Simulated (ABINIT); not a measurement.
Single-point calculation of C (part 2 of 2)

The same run, continued: C (P6/mmm, 2 atoms in the cell); Kohn-Sham DFT of a periodic cell, r2SCAN, PseudoDojo NC SR PBE v0.5 stringent, no spin polarisation (ABINIT 10.8.3); cutoff 1333.36 eV, 9×9×2 k-mesh, fermi-dirac of 0.05 eV. The structure derives from a Materials Project entry.

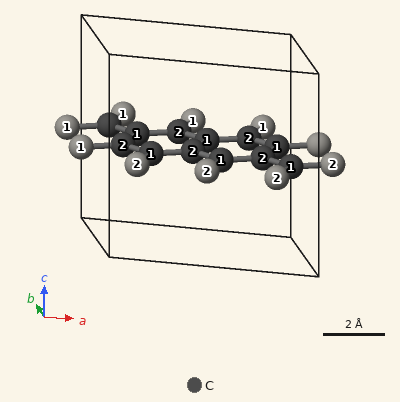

The input geometry (ball-and-stick view of the 3 × 2 repeat of the cell, with the vacuum cut short, seen slightly off an axis; neighbours outside the cell are drawn fainter; atoms are numbered from 1 in the order of the input). An atom can appear more than once, as a periodic image.

## Log, continued
```
 Mean square residual over all n,k,spin=   16.869E-07; max=  32.124E-05
   0.0000  0.0000  0.0000    1  1.15130E-10 kpt; spin; max resid(k); each band:
  2.04E-16 2.38E-16 6.66E-19 6.72E-19 1.45E-16 3.20E-15 1.15E-10 4.52E-16
   0.1111  0.0000  0.0000    1  1.07315E-09 kpt; spin; max resid(k); each band:
  2.04E-16 2.35E-16 3.11E-18 5.36E-19 1.66E-16 6.06E-16 5.59E-13 1.07E-09
   0.2222  0.0000  0.0000    1  8.02990E-08 kpt; spin; max resid(k); each band:
  1.33E-16 6.74E-18 2.37E-16 4.06E-19 1.73E-16 2.68E-16 8.03E-08 3.23E-10
   0.3333  0.0000  0.0000    1  2.40986E-16 kpt; spin; max resid(k); each band:
  9.26E-17 1.47E-17 1.45E-18 2.30E-16 2.04E-17 1.96E-16 9.04E-17 2.41E-16
   0.4444  0.0000  0.0000    1  4.39289E-16 kpt; spin; max resid(k); each band:
  7.83E-17 2.06E-17 1.61E-18 1.73E-16 4.92E-17 4.04E-17 1.43E-16 4.39E-16
   0.1111  0.1111  0.0000    1  8.88102E-07 kpt; spin; max resid(k); each band:
  2.01E-16 2.37E-16 4.35E-19 4.12E-18 3.95E-15 1.69E-14 2.93E-09 8.88E-07
   0.2222  0.1111  0.0000    1  4.75059E-08 kpt; spin; max resid(k); each band:
  1.21E-16 8.14E-18 2.37E-18 2.34E-16 1.77E-16 3.12E-17 2.64E-16 4.75E-08
   0.3333  0.1111  0.0000    1  2.26816E-16 kpt; spin; max resid(k); each band:
  8.63E-17 1.50E-17 3.74E-18 2.17E-16 2.15E-17 1.96E-16 8.69E-17 2.27E-16
   0.4444  0.1111  0.0000    1  4.28140E-16 kpt; spin; max resid(k); each band:
  9.09E-17 6.67E-17 4.08E-18 1.21E-17 1.42E-17 4.02E-17 2.05E-16 4.28E-16
   0.2222  0.2222  0.0000    1  7.86475E-07 kpt; spin; max resid(k); each band:
  1.79E-16 1.29E-18 3.48E-18 2.20E-16 8.20E-18 5.58E-16 2.95E-16 7.86E-07
   0.3333  0.2222  0.0000    1  5.34390E-13 kpt; spin; max resid(k); each band:
  7.90E-17 2.19E-17 4.15E-18 7.09E-17 2.55E-17 4.42E-16 1.02E-16 5.34E-13
   0.3333  0.3333  0.0000    1  2.65378E-10 kpt; spin; max resid(k); each band:
  9.45E-17 9.45E-17 7.60E-19 1.04E-17 1.04E-17 9.81E-18 5.94E-15 2.65E-10
   0.0000  0.0000  0.5000    1  3.36946E-10 kpt; spin; max resid(k); each band:
  1.49E-16 9.24E-17 7.35E-19 9.06E-19 2.03E-16 1.32E-16 4.60E-14 3.37E-10
   0.1111  0.0000  0.5000    1  3.21236E-04 kpt; spin; max resid(k); each band:
  1.44E-16 4.11E-16 3.10E-18 5.90E-19 1.70E-16 1.24E-15 6.41E-12 3.21E-04
   0.2222  0.0000  0.5000    1  3.47677E-14 kpt; spin; max resid(k); each band:
  1.47E-16 8.75E-18 9.41E-17 4.14E-19 2.60E-16 1.57E-16 3.89E-17 3.48E-14
   0.3333  0.0000  0.5000    1  3.45535E-16 kpt; spin; max resid(k); each band:
  1.34E-16 1.48E-17 1.47E-18 8.95E-17 2.08E-17 3.46E-16 9.68E-17 1.69E-16
   0.4444  0.0000  0.5000    1  1.68026E-16 kpt; spin; max resid(k); each band:
  1.17E-16 2.05E-17 1.38E-18 7.86E-17 2.76E-17 4.21E-17 1.68E-16 1.01E-16
   0.1111  0.1111  0.5000    1  4.11142E-10 kpt; spin; max resid(k); each band:
  1.53E-16 9.16E-17 4.38E-19 5.54E-18 2.79E-16 1.13E-16 8.80E-11 4.11E-10
   0.2222  0.1111  0.5000    1  2.09164E-16 kpt; spin; max resid(k); each band:
  1.40E-16 9.41E-18 2.83E-18 9.11E-17 5.30E-17 2.04E-16 2.09E-16 3.15E-17
   0.3333  0.1111  0.5000    1  4.19016E-16 kpt; spin; max resid(k); each band:
  1.26E-16 1.51E-17 3.81E-18 8.91E-17 1.78E-17 4.19E-16 4.08E-16 1.18E-16
   0.4444  0.1111  0.5000    1  4.21531E-07 kpt; spin; max resid(k); each band:
  1.35E-16 2.85E-17 2.06E-18 1.03E-17 9.02E-17 4.61E-17 1.69E-10 4.22E-07
   0.2222  0.2222  0.5000    1  4.02898E-07 kpt; spin; max resid(k); each band:
  1.39E-16 1.29E-18 7.79E-18 9.36E-17 8.78E-18 2.46E-16 1.66E-16 4.03E-07
   0.3333  0.2222  0.5000    1  1.76012E-14 kpt; spin; max resid(k); each band:
  1.14E-16 2.22E-17 6.63E-18 7.07E-17 2.11E-17 1.15E-16 1.75E-16 1.76E-14
   0.3333  0.3333  0.5000    1  1.24733E-08 kpt; spin; max resid(k); each band:
  1.07E-16 1.07E-16 7.19E-19 1.03E-17 1.03E-17 7.02E-18 1.12E-15 1.25E-08
 reduced coordinates (array xred) for    2 atoms
       0.666666666667      0.333333333333      0.000000000000
       0.333333333333      0.666666666667      0.000000000000
 rms dE/dt=  6.2184E-28; max dE/dt=  1.0771E-27; dE/dt below (all hartree)
    1       0.000000000000      0.000000000000      0.000000000000
    2       0.000000000000      0.000000000000      0.000000000000

 cartesian coordinates (angstrom) at end:
    1      1.22808508025742     0.70903525168566     0.00000000000000
    2      0.00000000000000     1.41807050337133     0.00000000000000

 cartesian forces (hartree/bohr) at end:
    1      0.00000000000000     0.00000000000000    -0.00000000000000
    2      0.00000000000000     0.00000000000000    -0.00000000000000
 frms,max,avg= 0.0000000E+00 0.0000000E+00   0.000E+00  0.000E+00  0.000E+00 h/b

 cartesian forces (eV/Angstrom) at end:
    1      0.00000000000000     0.00000000000000    -0.00000000000000
    2      0.00000000000000     0.00000000000000    -0.00000000000000
 frms,max,avg= 0.0000000E+00 0.0000000E+00   0.000E+00  0.000E+00  0.000E+00 e/A
 length scales=  1.000000000000  1.000000000000  1.000000000000 bohr
              =  0.529177210544  0.529177210544  0.529177210544 angstroms
 Fermi (or HOMO) energy (hartree) =  -0.01915   Average Vxc (hartree)=  -0.18870
 Eigenvalues (hartree) for nkpt=  24  k points:
 kpt#   1, nband=  8, wtk=  0.00617, kpt=  0.0000  0.0000  0.0000 (reduced coord)
  -0.79591   -0.31972   -0.13510   -0.13510    0.10272    0.19304    0.24704    0.30646
      occupation numbers for kpt#   1
   2.00000    2.00000    2.00000    2.00000    0.00000    0.00000    0.00000    0.00000
 kpt#   2, nband=  8, wtk=  0.03704, kpt=  0.1111  0.0000  0.0000 (reduced coord)
  -0.78443   -0.30607   -0.18122   -0.15795    0.11762    0.20757    0.26133    0.30890
      occupation numbers for kpt#   2
   2.00000    2.00000    2.00000    2.00000    0.00000    0.00000    0.00000    0.00000
 kpt#   3, nband=  8, wtk=  0.03704, kpt=  0.2222  0.0000  0.0000 (reduced coord)
  -0.75021   -0.28487   -0.26581   -0.20383    0.16230    0.25007    0.29161    0.30208
      occupation numbers for kpt#   3
   2.00000    2.00000    2.00000    2.00000    0.00000    0.00000    0.00000    0.00000
 kpt#   4, nband=  8, wtk=  0.03704, kpt=  0.3333  0.0000  0.0000 (reduced coord)
  -0.69413   -0.40231   -0.24421   -0.20203    0.17647    0.23642    0.27393    0.32408
      occupation numbers for kpt#   4
   2.00000    2.00000    2.00000    2.00000    0.00000    0.00000    0.00000    0.00000
 kpt#   5, nband=  8, wtk=  0.03704, kpt=  0.4444  0.0000  0.0000 (reduced coord)
  -0.61995   -0.51049   -0.26647   -0.12961    0.06892    0.26086    0.34038    0.42113
      occupation numbers for kpt#   5
   2.00000    2.00000    2.00000    2.00000    0.00000    0.00000    0.00000    0.00000
 kpt#   6, nband=  8, wtk=  0.03704, kpt=  0.1111  0.1111  0.0000 (reduced coord)
  -0.76158   -0.27908   -0.24508   -0.20353    0.14743    0.23642    0.29016    0.33445
      occupation numbers for kpt#   6
   2.00000    2.00000    2.00000    2.00000    0.00000    0.00000    0.00000    0.00000
 kpt#   7, nband=  8, wtk=  0.07407, kpt=  0.2222  0.1111  0.0000 (reduced coord)
  -0.71640   -0.34394   -0.25861   -0.22667    0.20696    0.22709    0.29390    0.33092
      occupation numbers for kpt#   7
   2.00000    2.00000    2.00000    2.00000    0.00000    0.00000    0.00000    0.00000
 kpt#   8, nband=  8, wtk=  0.07407, kpt=  0.3333  0.1111  0.0000 (reduced coord)
  -0.65058   -0.45368   -0.29369   -0.15488    0.11297    0.29552    0.31677    0.37611
      occupation numbers for kpt#   8
   2.00000    2.00000    2.00000    2.00000    0.00000    0.00000    0.00000    0.00000
 kpt#   9, nband=  8, wtk=  0.03704, kpt=  0.4444  0.1111  0.0000 (reduced coord)
  -0.58499   -0.53545   -0.30562   -0.10234    0.04444    0.30963    0.41109    0.41441
      occupation numbers for kpt#   9
   2.00000    2.00000    2.00000    2.00000    0.00000    0.00000    0.00000    0.00000
 kpt#  10, nband=  8, wtk=  0.03704, kpt=  0.2222  0.2222  0.0000 (reduced coord)
  -0.66129   -0.40630   -0.33757   -0.16451    0.13817    0.28107    0.35755    0.41675
      occupation numbers for kpt#  10
   2.00000    2.00000    2.00000    2.00000    0.00000    0.00000    0.00000    0.00000
 kpt#  11, nband=  8, wtk=  0.07407, kpt=  0.3333  0.2222  0.0000 (reduced coord)
  -0.58911   -0.48934   -0.37765   -0.09060    0.04891    0.38304    0.40932    0.42598
      occupation numbers for kpt#  11
   2.00000    2.00000    2.00000    2.00000    0.00000    0.00000    0.00000    0.00000
 kpt#  12, nband=  8, wtk=  0.01235, kpt=  0.3333  0.3333  0.0000 (reduced coord)
  -0.52456   -0.52456   -0.42983   -0.01915   -0.01915    0.39098    0.47727    0.47727
      occupation numbers for kpt#  12
   2.00000    2.00000    2.00000    0.99966    0.99966    0.00000    0.00000    0.00000
 kpt#  13, nband=  8, wtk=  0.00617, kpt=  0.0000  0.0000  0.5000 (reduced coord)
  -0.79591   -0.31973   -0.13510   -0.13510    0.13029    0.13263    0.30646    0.30646
      occupation numbers for kpt#  13
   2.00000    2.00000    2.00000    2.00000    0.00000    0.00000    0.00000    0.00000
 kpt#  14, nband=  8, wtk=  0.03704, kpt=  0.1111  0.0000  0.5000 (reduced coord)
  -0.78443   -0.30608   -0.18122   -0.15795    0.14502    0.14752    0.30826    0.34230
      occupation numbers for kpt#  14
   2.00000    2.00000    2.00000    2.00000    0.00000    0.00000    0.00000    0.00000
 kpt#  15, nband=  8, wtk=  0.03704, kpt=  0.2222  0.0000  0.5000 (reduced coord)
  -0.75021   -0.28487   -0.26582   -0.20383    0.18916    0.19193    0.29459    0.30078
      occupation numbers for kpt#  15
   2.00000    2.00000    2.00000    2.00000    0.00000    0.00000    0.00000    0.00000
 kpt#  16, nband=  8, wtk=  0.03704, kpt=  0.3333  0.0000  0.5000 (reduced coord)
  -0.69413   -0.40231   -0.24421   -0.20204    0.17632    0.26081    0.26724    0.27595
      occupation numbers for kpt#  16
   2.00000    2.00000    2.00000    2.00000    0.00000    0.00000    0.00000    0.00000
 kpt#  17, nband=  8, wtk=  0.03704, kpt=  0.4444  0.0000  0.5000 (reduced coord)
  -0.61995   -0.51049   -0.26647   -0.12961    0.06890    0.26086    0.36487    0.36974
      occupation numbers for kpt#  17
   2.00000    2.00000    2.00000    2.00000    0.00000    0.00000    0.00000    0.00000
 kpt#  18, nband=  8, wtk=  0.03704, kpt=  0.1111  0.1111  0.5000 (reduced coord)
  -0.76158   -0.27909   -0.24508   -0.20353    0.17451    0.17721    0.33325    0.33340
      occupation numbers for kpt#  18
   2.00000    2.00000    2.00000    2.00000    0.00000    0.00000    0.00000    0.00000
 kpt#  19, nband=  8, wtk=  0.07407, kpt=  0.2222  0.1111  0.5000 (reduced coord)
  -0.71640   -0.34394   -0.25861   -0.22668    0.22576    0.23332    0.23813    0.33314
      occupation numbers for kpt#  19
   2.00000    2.00000    2.00000    2.00000    0.00000    0.00000    0.00000    0.00000
 kpt#  20, nband=  8, wtk=  0.07407, kpt=  0.3333  0.1111  0.5000 (reduced coord)
  -0.65058   -0.45368   -0.29369   -0.15488    0.11295    0.31380    0.32385    0.32455
      occupation numbers for kpt#  20
   2.00000    2.00000    2.00000    2.00000    0.00000    0.00000    0.00000    0.00000
 kpt#  21, nband=  8, wtk=  0.03704, kpt=  0.4444  0.1111  0.5000 (reduced coord)
  -0.58499   -0.53545   -0.30562   -0.10235    0.04443    0.30963    0.42880    0.43221
      occupation numbers for kpt#  21
   2.00000    2.00000    2.00000    2.00000    0.00000    0.00000    0.00000    0.00000
 kpt#  22, nband=  8, wtk=  0.03704, kpt=  0.2222  0.2222  0.5000 (reduced coord)
  -0.66129   -0.40630   -0.33757   -0.16451    0.13816    0.30634    0.30819    0.42895
      occupation numbers for kpt#  22
   2.00000    2.00000    2.00000    2.00000    0.00000    0.00000    0.00000    0.00000
 kpt#  23, nband=  8, wtk=  0.07407, kpt=  0.3333  0.2222  0.5000 (reduced coord)
  -0.58911   -0.48934   -0.37765   -0.09060    0.04890    0.39310    0.40500    0.42680
      occupation numbers for kpt#  23
   2.00000    2.00000    2.00000    2.00000    0.00000    0.00000    0.00000    0.00000
 kpt#  24, nband=  8, wtk=  0.01235, kpt=  0.3333  0.3333  0.5000 (reduced coord)
  -0.52456   -0.52456   -0.42983   -0.01915   -0.01915    0.38953    0.48516    0.48516
      occupation numbers for kpt#  24
   2.00000    2.00000    2.00000    1.00034    1.00034    0.00000    0.00000    0.00000
 Total charge density [el/Bohr^3]
)     Maximum=    3.3167E-01  at reduced coord.    0.4222    0.8444    0.0000
)Next maximum=    3.3167E-01  at reduced coord.    0.4222    0.5778    0.0000
)     Minimum=    3.2468E-07  at reduced coord.    0.0000    0.0000    0.5000
)Next minimum=    3.2500E-07  at reduced coord.    0.0222    0.0000    0.5000
   Integrated=    8.0000E+00

--- !EnergyTerms
iteration_state     : {dtset: 1, }
comment             : Components of total free energy in Hartree
kinetic             :  8.28382682456476E+00
hartree             :  1.88837566292231E+01
xc                  : -4.36280793770504E+00
Ewald energy        :  9.09046872241245E+00
psp_core            :  2.29651287563415E-01
local_psp           : -4.37701714682406E+01
non_local_psp       : -4.69873434690526E-01
internal            : -1.21151493768725E+01
'-kT*entropy'       : -1.25791312669659E-04
total_energy        : -1.21152751681851E+01
total_energy_eV     : -3.29673432077828E+02
band_energy         : -3.05357389376160E+00
...

 Cartesian components of stress tensor (hartree/bohr^3)
  sigma(1 1)= -5.61262648E-05  sigma(3 2)=  0.00000000E+00
  sigma(2 2)= -5.61262648E-05  sigma(3 1)=  0.00000000E+00
  sigma(3 3)=  8.55350771E-09  sigma(2 1)=  0.00000000E+00

-Cartesian components of stress tensor (GPa)         [Pressure=  1.1008E+00 GPa]
- sigma(1 1)= -1.65129172E+00  sigma(3 2)=  0.00000000E+00
- sigma(2 2)= -1.65129172E+00  sigma(3 1)=  0.00000000E+00
- sigma(3 3)=  2.51652885E-04  sigma(2 1)=  0.00000000E+00

== END DATASET(S) ==============================================================
================================================================================

 -outvars: echo values of variables after computation  --------
            acell      1.0000000000E+00  1.0000000000E+00  1.0000000000E+00 Bohr
           etotal     -1.2115275168E+01
            fcart      0.0000000000E+00  0.0000000000E+00 -0.0000000000E+00
                       0.0000000000E+00  0.0000000000E+00 -0.0000000000E+00
            rprim      4.6414889220E+00  0.0000000000E+00  0.0000000000E+00
                      -2.3207444610E+00  4.0196473179E+00  0.0000000000E+00
                       0.0000000000E+00  0.0000000000E+00  1.6107653891E+01
           strten     -5.6126264824E-05 -5.6126264846E-05  8.5535077068E-09
                       0.0000000000E+00  0.0000000000E+00  0.0000000000E+00
           xangst      1.2280850803E+00  7.0903525169E-01  0.0000000000E+00
                       3.4364889748E-17  1.4180705034E+00  0.0000000000E+00
             xred      6.6666666667E-01  3.3333333333E-01  0.0000000000E+00
                       3.3333333333E-01  6.6666666667E-01  0.0000000000E+00
 Calculation completed.
```

This output came from the following input.

## The input
```
# Pseudopotentials
pp_dirpath "./"
pseudos "C.upf"

# Structure
acell 3*1.0
rprim
     4.6414889220     0.0000000000     0.0000000000
    -2.3207444610     4.0196473179     0.0000000000
     0.0000000000     0.0000000000    16.1076538906
ntypat 1
znucl 6
natom 2
typat 1 1
xred
     0.6666666667     0.3333333333     0.0000000000
     0.3333333333     0.6666666667     0.0000000000

# Plane-wave basis
ecut 49.0

# k points
kptopt 1
ngkpt 9 9 2
nshiftk 1
shiftk 0.0 0.0 0.0

# Exchange and correlation
ixc -497498
usekden 1
nc_xccc_gspace 1
boxcutmin 3.0

# Bands and occupations
nband 8
occopt 3
tsmear 0.00183747

# SCF cycle
nstep 100
tolvrs 1.0e-9

# Output
iomode 3
prtwf 0
prteig 0
prtebands 0
prtvol 2
prtden 1
prtvha 1
prtvclmb 1
prtpot 1
```

Run as:
```bash
abinit run.abi > log 2>&1
```

## Results in brief

| quantity | value |
| --- | --- |
| outcome | converged |
| space group (tolerance 0.01 Å) | P6/mmm (191) |
| electrons treated | 8 |
| free energy | −329.6734 eV |
| Fermi energy | −0.521 eV |
| gap on the k-point mesh | none (metallic) |
| pressure | 1.10 GPa |
| largest force (length of the vector) | under 0.001 eV/Å |
| hardware | 1 thread of Arm Neoverse V1, 112 GiB of memory available, shared host |
| wall time | 5.5 min |
| peak memory | 0.2 GiB |

## Remarks

Points of doubt noted for this run: meta gga on model core; meta gga on norm conserving file of another functional.
